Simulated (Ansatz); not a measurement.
# Geometry relaxation, with input and output: CdIn2O4 (part 3 of 3)

CdIn2O4 (Fd-3m, 14 atoms in the cell); DFT, PBE, plane waves, PAW, no spin polarisation (Ansatz 0.2.0); cutoff 420 eV, 4×4×4 k-mesh, Fermi–Dirac smearing of 0.02 eV. The structure derives from a Materials Project entry.

Geometry of the input (Å; fractional positions):
```
0.0000  4.6110  4.6110
4.6110  0.0000  4.6110
4.6110  4.6110  0.0000
Cd 0.2500  0.2500  0.2500
Cd 0.0000  0.0000  0.0000
In 0.1250  0.6250  0.6250
In 0.6250  0.6250  0.6250
In 0.6250  0.1250  0.6250
In 0.6250  0.6250  0.1250
O  0.8617  0.8617  0.8617
O  0.8352  0.3883  0.3883
O  0.3883  0.3883  0.8352
O  0.3883  0.8352  0.3883
O  0.8617  0.8617  0.4148
O  0.8617  0.4148  0.8617
O  0.3883  0.3883  0.3883
O  0.4148  0.8617  0.8617
```

**File v_z.tsv, continued**
```
2.195755	6.010254e0	-5.045684e0
2.342138	5.183199e0	-6.135443e0
2.488522	4.653558e0	-6.797692e0
2.634906	4.529803e0	-6.924146e0
2.781289	4.773661e0	-6.575242e0
2.927673	5.138852e0	-6.047978e0
3.074057	5.327974e0	-5.680080e0
3.220440	5.340939e0	-5.538648e0
3.366824	5.147210e0	-5.684587e0
3.513208	4.496875e0	-6.352671e0
3.659591	3.589649e0	-7.320839e0
3.805975	2.826330e0	-8.139651e0
3.952359	2.336005e0	-8.689168e0
4.098742	2.151514e0	-8.921518e0
4.245126	2.261217e0	-8.780289e0
4.391510	2.676265e0	-8.302770e0
4.537893	3.376364e0	-7.549580e0
4.684277	4.275066e0	-6.587552e0
4.830661	5.030751e0	-5.799718e0
4.977044	5.322531e0	-5.538092e0
5.123428	5.342561e0	-5.626034e0
5.269812	5.208820e0	-5.932753e0
5.416195	4.867362e0	-6.444847e0
5.562579	4.562273e0	-6.873454e0
5.708963	4.582798e0	-6.881343e0
5.855346	5.017106e0	-6.346708e0
6.001730	5.784595e0	-5.349187e0
6.148114	6.718630e0	-4.064586e0
6.294497	7.617245e0	-2.750900e0
6.440881	8.221625e0	-1.714508e0
```

**Trajectory as extended XYZ (Å, eV, eV/Å), 6 frames, from step=1 to step=6**
```
14
Lattice="0.0000 4.6110 4.6110 4.6110 0.0000 4.6110 4.6110 4.6110 0.0000" Properties=species:S:1:pos:R:3:forces:R:3 step=1 energy=-43440.01565 pressure_GPa=4.41
Cd    2.3055    2.3055    2.3055    0.0000   0.0000   0.0000
Cd    0.0000    0.0000    0.0000    0.0000   0.0000   0.0000
In    5.7638    3.4583    3.4583    0.0000   0.0000   0.0000
In    5.7638    5.7638    5.7638    0.0000   0.0000   0.0000
In    3.4583    5.7638    3.4583    0.0000   0.0000   0.0000
In    3.4583    3.4583    5.7638    0.0000   0.0000   0.0000
O     7.9471    7.9471    7.9471    0.1175   0.1175   0.1175
O     3.5805    5.6415    5.6415   -0.1175   0.1175   0.1175
O     5.6415    5.6415    3.5805    0.1175   0.1175  -0.1175
O     5.6415    3.5805    5.6415    0.1175  -0.1175   0.1175
O     5.8860    5.8860    7.9471   -0.1175  -0.1175   0.1175
O     5.8860    7.9471    5.8860   -0.1175   0.1175  -0.1175
O     3.5805    3.5805    3.5805   -0.1175  -0.1175  -0.1175
O     7.9471    5.8860    5.8860    0.1175  -0.1175  -0.1175
14
Lattice="0.0000 4.6595 4.6595 4.6595 0.0000 4.6595 4.6595 4.6595 0.0000" Properties=species:S:1:pos:R:3:forces:R:3 step=2 energy=-43440.07304 pressure_GPa=-0.32
Cd    2.3297    2.3297    2.3297    0.0000   0.0000   0.0000
Cd    0.0000    0.0000    0.0000    0.0000   0.0000   0.0000
In    5.8243    3.4946    3.4946    0.0000   0.0000   0.0000
In    5.8243    5.8243    5.8243    0.0000   0.0000   0.0000
In    3.4946    5.8243    3.4946    0.0000   0.0000   0.0000
In    3.4946    3.4946    5.8243    0.0000   0.0000   0.0000
O     8.0328    8.0328    8.0328   -0.0048  -0.0048  -0.0048
O     3.6159    5.7031    5.7031    0.0048  -0.0048  -0.0048
O     5.7031    5.7031    3.6159   -0.0048  -0.0048   0.0048
O     5.7031    3.6159    5.7031   -0.0048   0.0048  -0.0048
O     5.9456    5.9456    8.0328    0.0048   0.0048  -0.0048
O     5.9456    8.0328    5.9456    0.0048  -0.0048   0.0048
O     3.6159    3.6159    3.6159    0.0048   0.0048   0.0048
O     8.0328    5.9456    5.9456   -0.0048   0.0048   0.0048
14
Lattice="0.0000 4.6561 4.6561 4.6561 0.0000 4.6561 4.6561 4.6561 0.0000" Properties=species:S:1:pos:R:3:forces:R:3 step=3 energy=-43440.07509 pressure_GPa=-0.01
Cd    2.3280    2.3280    2.3280    0.0000   0.0000   0.0000
Cd    0.0000    0.0000    0.0000    0.0000   0.0000   0.0000
In    5.8201    3.4921    3.4921    0.0000   0.0000   0.0000
In    5.8201    5.8201    5.8201    0.0000   0.0000   0.0000
In    3.4921    5.8201    3.4921    0.0000   0.0000   0.0000
In    3.4921    3.4921    5.8201    0.0000   0.0000   0.0000
O     8.0270    8.0270    8.0270   -0.0003  -0.0003  -0.0003
O     3.6132    5.6989    5.6989    0.0003  -0.0003  -0.0003
O     5.6989    5.6989    3.6132   -0.0003  -0.0003   0.0003
O     5.6989    3.6132    5.6989   -0.0003   0.0003  -0.0003
O     5.9413    5.9413    8.0270    0.0003   0.0003  -0.0003
O     5.9413    8.0270    5.9413    0.0003  -0.0003   0.0003
O     3.6132    3.6132    3.6132    0.0003   0.0003   0.0003
O     8.0270    5.9413    5.9413   -0.0003   0.0003   0.0003
14
Lattice="0.0000 4.6561 4.6561 4.6561 0.0000 4.6561 4.6561 4.6561 0.0000" Properties=species:S:1:pos:R:3:forces:R:3 step=4 energy=-43440.09856 pressure_GPa=0.16
Cd    2.3280    2.3280    2.3280    0.0000   0.0000   0.0000
Cd    0.0000    0.0000    0.0000    0.0000   0.0000   0.0000
In    5.8201    3.4921    3.4921    0.0000   0.0000   0.0000
In    5.8201    5.8201    5.8201    0.0000   0.0000   0.0000
In    3.4921    5.8201    3.4921    0.0000   0.0000   0.0000
In    3.4921    3.4921    5.8201    0.0000   0.0000   0.0000
O     8.0270    8.0270    8.0270   -0.0005  -0.0005  -0.0005
O     3.6132    5.6989    5.6989    0.0005  -0.0005  -0.0005
O     5.6989    5.6989    3.6132   -0.0005  -0.0005   0.0005
O     5.6989    3.6132    5.6989   -0.0005   0.0005  -0.0005
O     5.9413    5.9413    8.0270    0.0005   0.0005  -0.0005
O     5.9413    8.0270    5.9413    0.0005  -0.0005   0.0005
O     3.6132    3.6132    3.6132    0.0005   0.0005   0.0005
O     8.0270    5.9413    5.9413   -0.0005   0.0005   0.0005
14
Lattice="0.0000 4.6579 4.6579 4.6579 0.0000 4.6579 4.6579 4.6579 0.0000" Properties=species:S:1:pos:R:3:forces:R:3 step=5 energy=-43440.09781 pressure_GPa=0.01
Cd    2.3289    2.3289    2.3289    0.0000   0.0000   0.0000
Cd    0.0000    0.0000    0.0000    0.0000   0.0000   0.0000
In    5.8224    3.4934    3.4934    0.0000   0.0000   0.0000
In    5.8224    5.8224    5.8224    0.0000   0.0000   0.0000
In    3.4934    5.8224    3.4934    0.0000   0.0000   0.0000
In    3.4934    3.4934    5.8224    0.0000   0.0000   0.0000
O     8.0299    8.0299    8.0299   -0.0001  -0.0001  -0.0001
O     3.6148    5.7010    5.7010    0.0001  -0.0001  -0.0001
O     5.7010    5.7010    3.6148   -0.0001  -0.0001   0.0001
O     5.7010    3.6148    5.7010   -0.0001   0.0001  -0.0001
O     5.9438    5.9438    8.0299    0.0001   0.0001  -0.0001
O     5.9438    8.0299    5.9438    0.0001  -0.0001   0.0001
O     3.6148    3.6148    3.6148    0.0001   0.0001   0.0001
O     8.0299    5.9438    5.9438   -0.0001   0.0001   0.0001
14
Lattice="0.0000 4.6579 4.6579 4.6579 0.0000 4.6579 4.6579 4.6579 0.0000" Properties=species:S:1:pos:R:3:forces:R:3 step=6 energy=-43440.10025 pressure_GPa=0.01
Cd    2.3289    2.3289    2.3289    0.0000   0.0000   0.0000
Cd    0.0000    0.0000    0.0000    0.0000   0.0000   0.0000
In    5.8224    3.4934    3.4934    0.0000   0.0000   0.0000
In    5.8224    5.8224    5.8224    0.0000   0.0000   0.0000
In    3.4934    5.8224    3.4934    0.0000   0.0000   0.0000
In    3.4934    3.4934    5.8224    0.0000   0.0000   0.0000
O     8.0299    8.0299    8.0299   -0.0002  -0.0002  -0.0002
O     3.6148    5.7010    5.7010    0.0002  -0.0002  -0.0002
O     5.7010    5.7010    3.6148   -0.0002  -0.0002   0.0002
O     5.7010    3.6148    5.7010   -0.0002   0.0002  -0.0002
O     5.9438    5.9438    8.0299    0.0002   0.0002  -0.0002
O     5.9438    8.0299    5.9438    0.0002  -0.0002   0.0002
O     3.6148    3.6148    3.6148    0.0002   0.0002   0.0002
O     8.0299    5.9438    5.9438   -0.0002   0.0002   0.0002
```

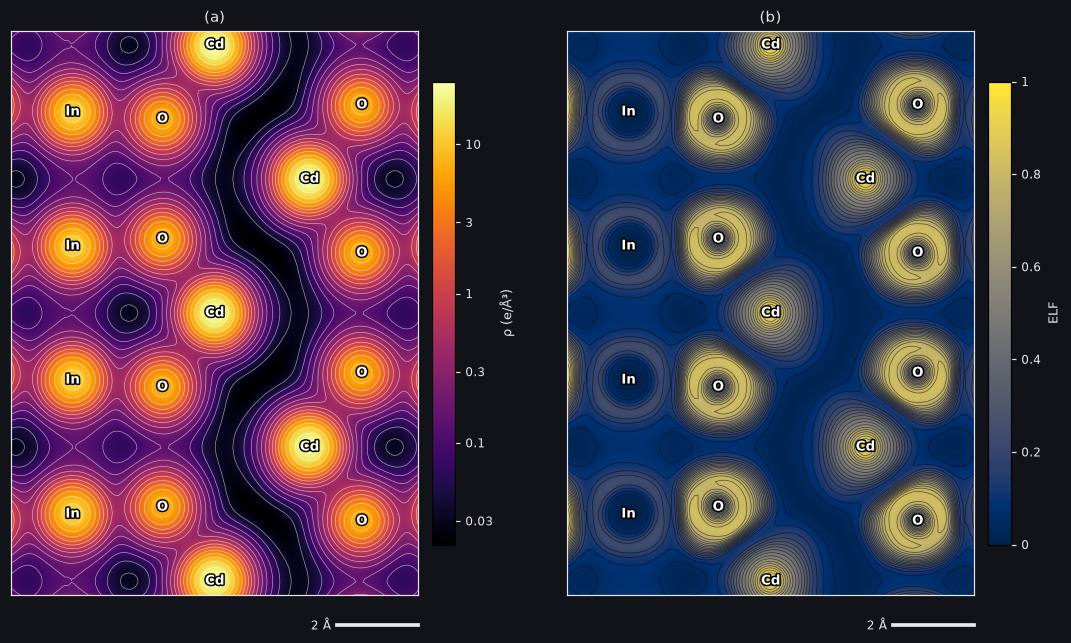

**Figure 1.** (a) valence pseudo-density; (b) ELF on the (110) plane of the conventional cell. The section cuts through Cd, In and O sites. In–O (2.21 Å): ρ at the midpoint is about 0.47 e/Å³; the ELF is about 0.15 at the midpoint. Cd–O (2.23 Å): ρ is about 0.46 e/Å³ halfway; the ELF peaks at about 0.85 in the valence shell of O, 0.6 Å from its nucleus, and drops to about 0.10 between the two atoms. Away from the nuclei the density in this plane falls to 0.02 e/Å³ at its lowest. The strong features right at Cd lie inside the PAW spheres (semicore, d or f shells) and say nothing about bonding. The fields are those of the smooth PAW valence density.

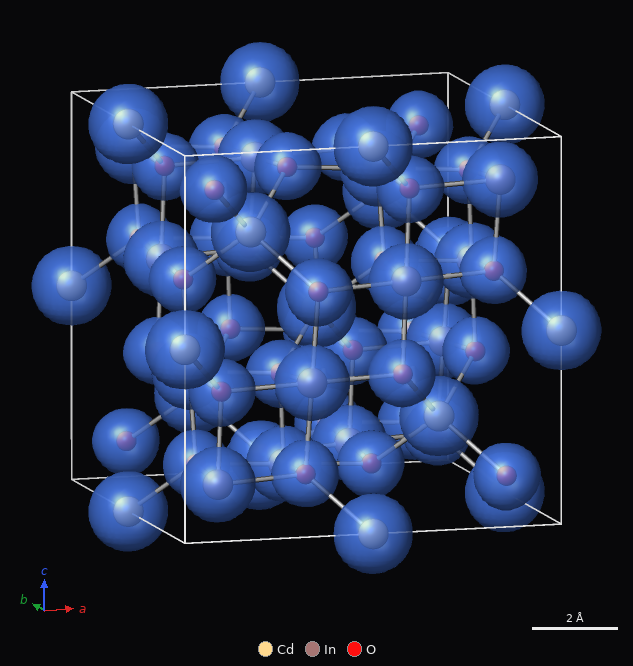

**Figure 2.** Isosurface of the valence charge density (pseudo) at 0.8 e/Å³ (blue), seen slightly off an axis. Sticks mark near contacts. The outline is the cell set on symmetry axes. At this value the density breaks into separate islands; it holds about 75 % of the electrons treated as valence (semicore included). It is pinched off along the In–O (2.21 Å) and Cd–O (2.23 Å) contacts. On the grid the lowest density along these lines, outside the cores, is 0.47 e/Å³ (In–O, 2.21 Å) and 0.45 e/Å³ (Cd–O, 2.23 Å).
